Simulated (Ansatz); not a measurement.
System: Na, space group Im-3m (No. 229).

Starting cell:
```
Na
1.0
    -2.09491    2.09491    2.09491
     2.09491   -2.09491    2.09491
     2.09491    2.09491   -2.09491
Na
1
Direct
  0.00000 0.00000 0.00000
```

One of the inputs:
```
crystal:
  lattice:
    - [-2.0737500242, 2.0737500242, 2.0737500242]
    - [2.0737500242, -2.0737500242, 2.0737500242]
    - [2.0737500242, 2.0737500242, -2.0737500242]
  atoms:
    - { symbol: Na, position: [0.0, 0.0, 0.0] }
basis:
  ecutwfc: 420
kpoints:
  mp_grid: { grid: [14, 14, 14] }
hamiltonian:
  xc: pbe
scf:
  occupations: { method: gaussian, width: 0.1 }
output:
  forces: true
  stress: true
  eigenvalues: true
```

Command:
```bash
ansatz run input.yaml --threads 1 --pin off --max-ram 2560MiB --backend cpu --events-out ev --progress --plain --runs-dir out
```

Method: third-order Birch-Murnaghan fit to density functional energies at scaled volumes of the given relaxed cell, shape and atoms relaxed at each volume; energies count from the fitted minimum; plane waves with PAW datasets, Γ-centred k mesh (Ansatz 0.2.0). Level: PBE, no spin polarisation.

wave cutoff 420 eV; k mesh 14×14×14; occupations Gaussian; smearing width 0.1 eV.

Predict the energy above the minimum and pressure against volume. The volume takes the values 32.362, 33.466, 34.569, 35.672, 36.775, 37.879, 38.982, 40.453 Å³/atom.

A third-order Birch–Murnaghan fit gives V0 = 36.95 Å³/atom, B0 = 7.78 GPa and B′ = 3.7. The energy above the minimum is 17.0 meV/atom at volume 32.362 Å³/atom and 7.0 meV/atom at 40.453 Å³/atom; the lowest computed point is at volume 36.775 Å³/atom (0.0 meV/atom), and no other minimum shows. The pressure falls from 1.32 GPa at volume 32.362 Å³/atom to −0.59 GPa at 40.453 Å³/atom, and changes sign near 37.0 Å³/atom. The solid is metallic at every point.

```tsv
volume (Å³/atom)	energy above the minimum (meV/atom)	pressure (GPa)
32.362	17.0	1.32
33.466	9.3	0.93
34.569	4.1	0.59
35.672	1.1	0.29
36.775	0.0	0.04
37.879	0.5	-0.18
38.982	2.5	-0.38
40.453	7.0	-0.59
```

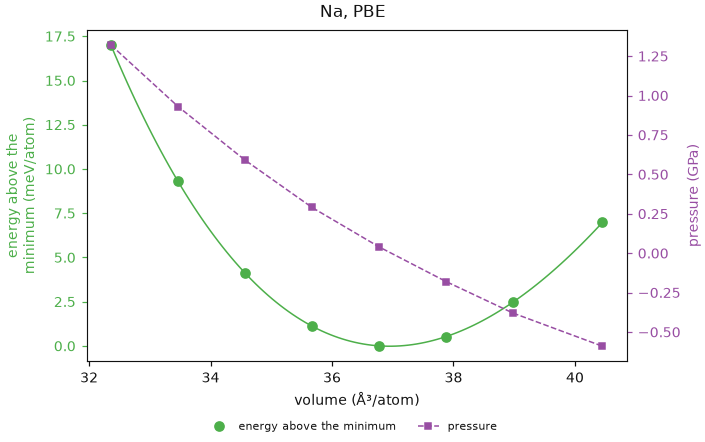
